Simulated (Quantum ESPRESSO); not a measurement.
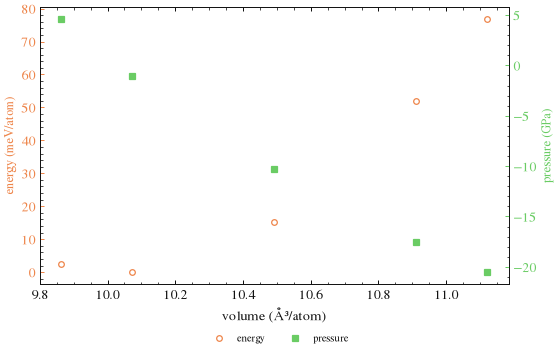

The picture above shows the energy and pressure against volume for Ni, space group Fm-3m (No. 225).

Structure:
```
Ni
1.0
     0.00000    1.73757    1.73757
     1.73757    0.00000    1.73757
     1.73757    1.73757    0.00000
Ni
1
Cartesian
  0.0000 0.0000 0.0000
```

How it was computed, with Quantum ESPRESSO 7.5: plane-wave DFT, collinear spins; energies at scaled volumes of the given cell, shape and fractions fixed, counted from the fit's minimum, third-order Birch-Murnaghan fit. Level: LDA, collinear spin.

k mesh 13×13×13; occupations Fermi–Dirac; smearing width 0.05 eV; potentials PseudoDojo 0.4.1 SR LDA standard; wave cutoff 1333 eV; density cutoff 5333 eV.

The points at volume 10.28 Å³/atom and 10.70 Å³/atom are left out of the plot. What values does the calculation give there?

```json
{"volume (Å³/atom)": "10.28", "energy (meV/atom)": "4.65", "pressure (GPa)": "-5.93"}
{"volume (Å³/atom)": "10.70", "energy (meV/atom)": "31.19", "pressure (GPa)": "-14.09"}
```
